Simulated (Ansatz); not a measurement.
System: zincblende InSb, space group F-43m (No. 216), 2 atoms in the primitive cell, relaxed with r2SCAN, then under −3 % hydrostatic strain; cubic a = 6.362 Å. Run without spin-orbit coupling: r2SCAN, Ansatz PAW set, 6×6×6 k mesh, 500 eV cutoff, Fermi-Dirac smearing of 0.02 eV (Ansatz 0.2.0). Run with it: r2SCAN, Ansatz PAW set, 6×6×6 k mesh, 500 eV cutoff, Fermi-Dirac smearing of 0.02 eV (Ansatz 0.2.0). Neither carries moments.

Without spin-orbit coupling the direct gap is 0.58 eV at Γ.

**What does spin-orbit coupling change near the gap?**

The threefold valence top at Γ (six states with spin) splits into a fourfold level on top and a twofold one 0.75 eV below it, the split-off level. The vertical gap goes from 0.58 to 0.35 eV at Γ. A third of the splitting is 0.25 eV, which accounts for the change at Γ: the fourfold level rises by about that much. The smallest gap over all k points computed narrows from 0.58 eV (valence top at Γ, conduction bottom at Γ) to 0.35 eV.

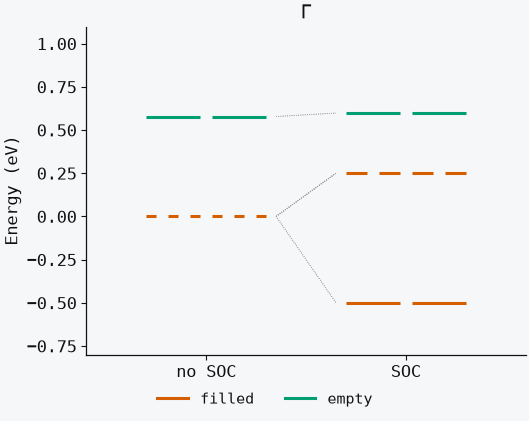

Levels at Γ, each bar one state with spin counted. Zero is the valence top without spin-orbit coupling, and the two sets are aligned on the mean of the six top valence states at Γ.

The PAW data sets were made with another functional. LDA, GGA and most meta-GGA functionals understate gaps.
